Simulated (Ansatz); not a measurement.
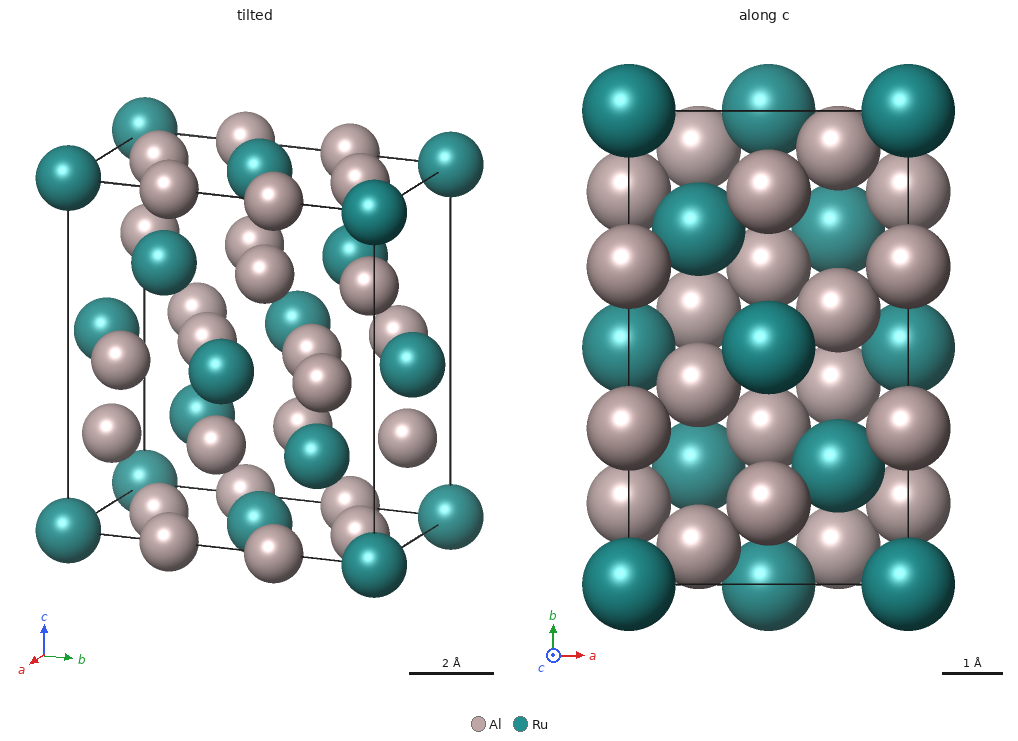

This spheres-only model is shown slightly off an axis and along the c axis. Atoms at the boundary of the conventional unit cell (the box) are drawn once for each face, edge or corner they touch. Cell: a = 4.71 Å, b = 7.98 Å, c = 8.78 Å, α = 90.00°, β = 90.00°, γ = 90.00°.

Origin of the cell: a structure listed in the Materials Project. Earlier steps of the study may have refined or changed the cell and positions. Ansatz was used for an electronic-structure calculation on it.

> Describe the crystal.

The solid is Al2Ru. The space group is Fddd (No. 70); the lattice is face-centred orthorhombic. The cell comprises 8 formula units: 16 Al, 8 Ru. Al is linked to five Al and five Ru (about 2.6 to 2.7 Å to Al, 2.6 to 2.7 Å to Ru). The Ru atoms are each bonded to ten Al at about 2.6 to 2.7 Å. Not all metal-metal contacts are counted.

Electronic-structure method: DFT r2SCAN, scalar-relativistic, plane waves, PAW in Ansatz 0.2.0. Parameters: E_cut = 500 eV, k-points about 0.17 Å⁻¹ apart, Gaussian smearing of 0.01 eV, no spin polarisation.

> Predict the gap.

A semiconductor at this level, with a gap of 0.17 eV, indirect.

> List the Bader charges.

Al +1.76 e; Ru -3.52 e.

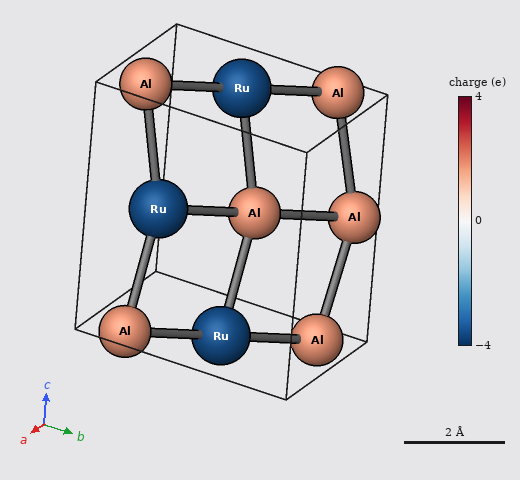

The atoms coloured by those charges. The run's cell of 6 atoms is drawn in a reduced setting, so axes and origin can differ from the first picture.

> Is the structure in equilibrium?

Yes. All forces vanish to within 0.01 eV/Å. The pressure is 0.0 GPa, close to zero.
